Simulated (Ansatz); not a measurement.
System: Si₃N₄, space group P6_3/m (No. 176).

Input of the run:
```
crystal:
  lattice:
    - [7.663559112, 0.0, 0.0]
    - [-3.831779556, 6.6368368744, 0.0]
    - [0.0, 0.0, 2.9265208518]
  atoms:
    - { symbol: Si, position: [0.7689087242, 0.175006393, 0.3256278414] }
    - { symbol: Si, position: [0.5939023312, 0.7689087242, 0.8256278414] }
    - { symbol: Si, position: [0.824993607, 0.5939023312, 0.3256278414] }
    - { symbol: Si, position: [0.2310912758, 0.824993607, 0.8256278414] }
    - { symbol: Si, position: [0.4060976688, 0.2310912758, 0.3256278414] }
    - { symbol: Si, position: [0.175006393, 0.4060976688, 0.8256278414] }
    - { symbol: "N", position: [0.0308320463, 0.3299984447, 0.3256287738] }
    - { symbol: "N", position: [0.7008336016, 0.0308320463, 0.8256287738] }
    - { symbol: "N", position: [0.6700015553, 0.7008336016, 0.3256287738] }
    - { symbol: "N", position: [0.9691679537, 0.6700015553, 0.8256287738] }
    - { symbol: "N", position: [0.2991663984, 0.9691679537, 0.3256287738] }
    - { symbol: "N", position: [0.3299984447, 0.2991663984, 0.8256287738] }
    - { symbol: "N", position: [0.3333333333, 0.6666666667, -0.1743698454] }
    - { symbol: "N", position: [0.6666666667, 0.3333333333, 0.3256301546] }
basis:
  ecutwfc: 420
kpoints:
  mp_grid: { grid: [6, 6, 8] }
hamiltonian:
  xc: pbe
scf:
  occupations: { method: fixed }
output:
  eigenvalues: true
phonons:
  method: dfpt
  dielectric: true
  rigid_motions: translations
```

Run as:
```bash
ansatz run input.yaml --threads 4 --pin off --max-ram 12288MiB --backend cpu --events-out ev --progress --plain --runs-dir out
```

Calculation (Ansatz 0.2.0): Born effective charges by linear response at the zone centre, in units of the proton charge, Cartesian axes of the given cell; plane waves with PAW datasets. Level: PBE, no spin polarisation.

- wave cutoff: 420 eV
- k mesh: 6×6×8
- occupations: fixed
- pressure: 0 GPa

Describe the result: the mean Born effective charge of each atom. The cases: Si 1; Si 2; Si 3; Si 4; Si 5; Si 6; N 1; N 2; N 3; N 4; N 5; N 6; N 7; N 8.

Si 1, Si 2, Si 3, Si 4, Si 5 and Si 6 share the largest size, 3.37 e, and the charges add up to 0.00 e. N 2 and N 5 are equally anisotropic; for N 2: its diagonal components run from −3.17 to −1.57 e. The Born charge xx, in e, is 3.396 for Si 1, 3.159 for Si 2, 3.506 for Si 3, 3.396 for Si 4, 3.159 for Si 5, 3.506 for Si 6, −2.714 for N 1, −1.567 for N 2, −2.821 for N 3, −2.714 for N 4, −1.567 for N 5, −2.821 for N 6, −2.958 for N 7 and −2.958 for N 8. The Born charge zz, in e, is 3.399 for Si 1, 3.399 for Si 2, 3.399 for Si 3, 3.399 for Si 4, 3.399 for Si 5, 3.399 for Si 6, −2.828 for N 1, −2.828 for N 2, −2.828 for N 3, −2.828 for N 4, −2.828 for N 5, −2.828 for N 6, −1.713 for N 7 and −1.713 for N 8.

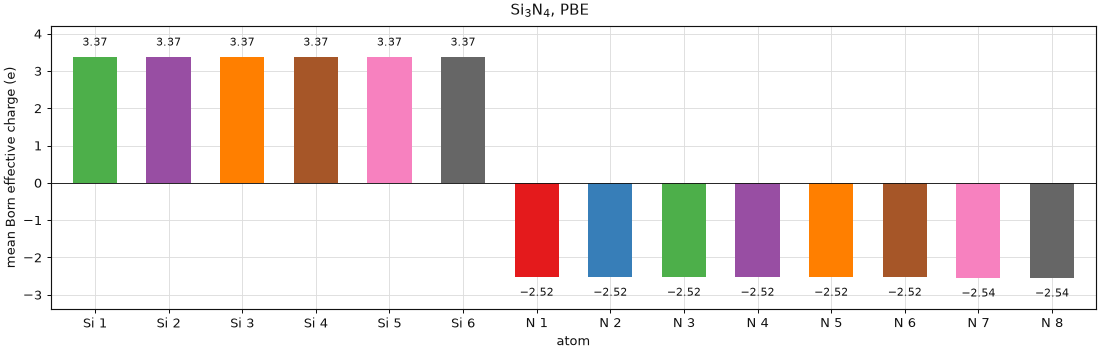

Note: structure snapped to symmetry; symmetry narrowed by fft grid.
